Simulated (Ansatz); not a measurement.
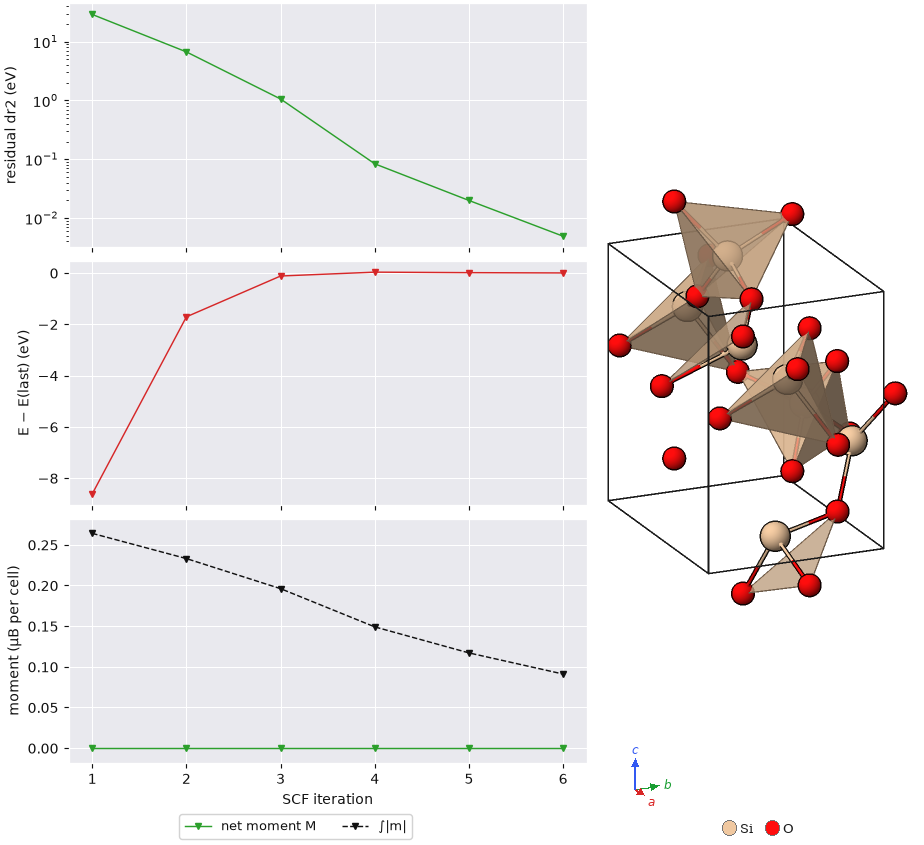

Beside the plot: the structure.

The plot shows the SCF iterations of a calculation: density residual dr2, Harris–Foulkes energy less its last value, magnetic moments. dr2 is the charge part; the magnetisation has a residual of its own.

Si6O10 (defect cell, 16 atoms in the cell), run with Ansatz.

```
accuracy: low
crystal:
  lattice:
    - [9.901639, 0.000000, 0.000000]
    - [-2.475410, 4.287535, 0.000000]
    - [0.000000, 0.000000, 5.442940]
  atoms:
    - { symbol: Si, position: [0.243517, 0.980703, 0.353741] }
    - { symbol: Si, position: [0.715818, 0.981503, 0.340556], spin: 0.667 }
    - { symbol: Si, position: [0.997592, 0.452694, 0.710497] }
    - { symbol: Si, position: [0.485138, 0.486050, 0.695992], spin: 0.667 }
    - { symbol: Si, position: [0.255457, 0.534257, 0.972515] }
    - { symbol: Si, position: [0.742756, 0.528048, 0.020821], spin: 0.667 }
    - { symbol: O, position: [0.213367, 0.254349, 0.199800] }
    - { symbol: O, position: [0.371362, 0.093402, 0.541735] }
    - { symbol: O, position: [0.863232, 0.143534, 0.551104] }
    - { symbol: O, position: [0.431477, 0.570486, 0.850381] }
    - { symbol: O, position: [0.939165, 0.611548, 0.877504] }
    - { symbol: O, position: [0.143312, 0.426370, 0.794350] }
    - { symbol: O, position: [0.630553, 0.408039, 0.777845] }
    - { symbol: O, position: [0.048682, 0.711343, 0.445583] }
    - { symbol: O, position: [0.300868, 0.877583, 0.114477] }
    - { symbol: O, position: [0.797970, 0.851334, 0.101203] }
kpoints:
  mp_grid: { grid: [2, 2, 2], shift: [0.5, 0.5, 0.5] }
hamiltonian:
  xc: pbesol
magnetization:
  spin_polarized: true
scf:
  occupations: { method: fermi_dirac, width: 0.01 }
  max_iter: 6
output:
  forces: true
  eigenvalues: true
  stress: true
```

Launched with:
```bash
ansatz run in.yaml --threads 7 --pin off --max-ram 13300MiB --runs-dir r --events-out ev --progress --plain
```

**Did the calculation converge?**

The run gave up at step 6 without converging. The residual is still falling at the last step (down to 5 × 10⁻³).

**What happens to the magnetisation?**

The net moment stays at 0.00 μB per cell, though in an unconverged run this needn't be final.
